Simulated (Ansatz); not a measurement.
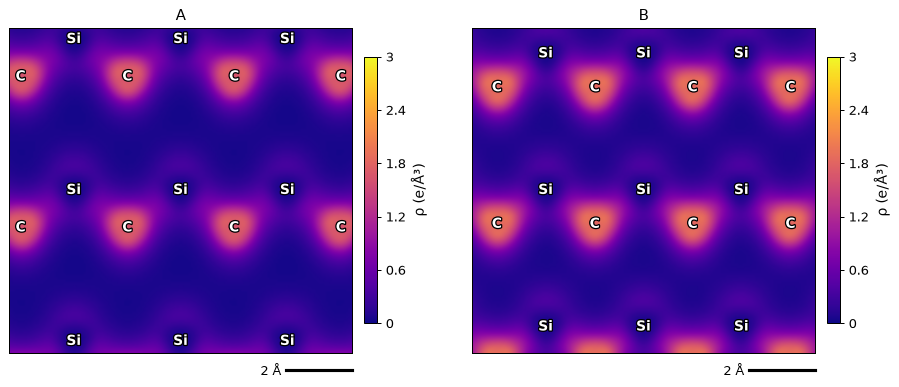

SiC. The valence charge density (pseudo) of two cells that differ in size and shape, on the (011̄) plane of each (indices in the axes of the calculation cell), at one length scale and on one colour scale; one has 9.1 and the other 12.0 Å³ an atom.

Theory: DFT r2SCAN, scalar-relativistic, plane waves, PAW in Ansatz 0.2.0.

Core electrons are frozen (PAW), and the valence fields are smoothed inside the atomic spheres.

Which panel shows the smaller cell, and what does the compression change?

Panel B is the smaller cell, by 24 % in volume. From the larger cell to the smaller, Si–C goes from 1.98 to 1.81 Å, and the density at its midpoint from 0.79 to 1 e/Å³; the pressure goes from −25 to 37 GPa; the Kohn–Sham gap goes from 1.8 eV to 1.5 eV.
